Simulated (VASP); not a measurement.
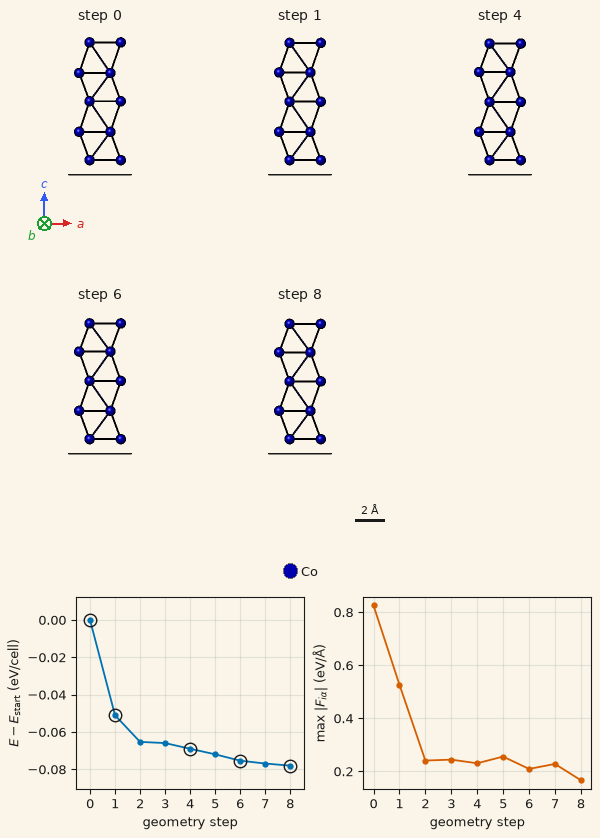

Frames of a relaxation of a slab of composition Co, marked on the history of the run. A ball-and-stick model of the 2 × 2 repeat of the cell, outlined in the plane, without the vacuum, seen along the b axis.

The run lets the atoms move in a fixed cell. 2 atoms are held fixed.

Computed with Kohn-Sham DFT of a periodic cell, PBE with dDsC, VASP PAW PBE potentials, recommended (VASP 6.6.1).

The input:
```
ALGO = Normal ; DIPOL = 0.5 0.5 0.499
EDIFF = 1E-6 ; EDIFFG = -0.005
ENCUT = 520 ; GGA = PE
IBRION = 2 ; IDIPOL = 3
ISIF = 2 ; ISMEAR = 0
ISPIN = 2 ; IVDW = 4
LASPH = True ; LCHARG = False
LDIPOL = True ; LMAXMIX = 4
LORBIT = 11 ; LREAL = False
LWAVE = False ; MAGMOM = 2 2 2 2 2
NELM = 120 ; NSW = 60
PREC = Accurate ; SIGMA = 0.05
```

Run as
```bash
cat potpaw_PBE.64/Co/POTCAR > POTCAR
mpirun -np 1 vasp_std > vasp.out
```

> What happens along the run?

The run was cut off at its time limit before the relaxation converged, so the last structure is only a point on the way. The atom that moves furthest is a Co atom (0.17 Å along the normal (−c)). The lattice vectors keep their values. Among the contacts that change: Co–Co 2.554 → 2.433 Å, Co–Co 2.554 → 2.493 Å, Co–Co 2.423 → 2.462 Å. The energy falls by 78.0 meV per cell of the calculation in 8 geometry steps. The largest force component goes from 0.83 to 0.17 eV/Å. From step 0 to 1: a Co atom moves most (0.04 Å), energy −51.0 meV per cell of the calculation. From step 1 to 4: a Co atom moves most (0.05 Å), energy −17.9 meV per cell of the calculation. From step 4 to 6: a Co atom moves most (0.06 Å), energy −6.4 meV per cell of the calculation. From step 6 to 8: a Co atom moves most (0.06 Å), energy −2.7 meV per cell of the calculation.

Limits of the set-up: only the magnetic order of this start and cell was tried (total moment 8.5 μB per cell).
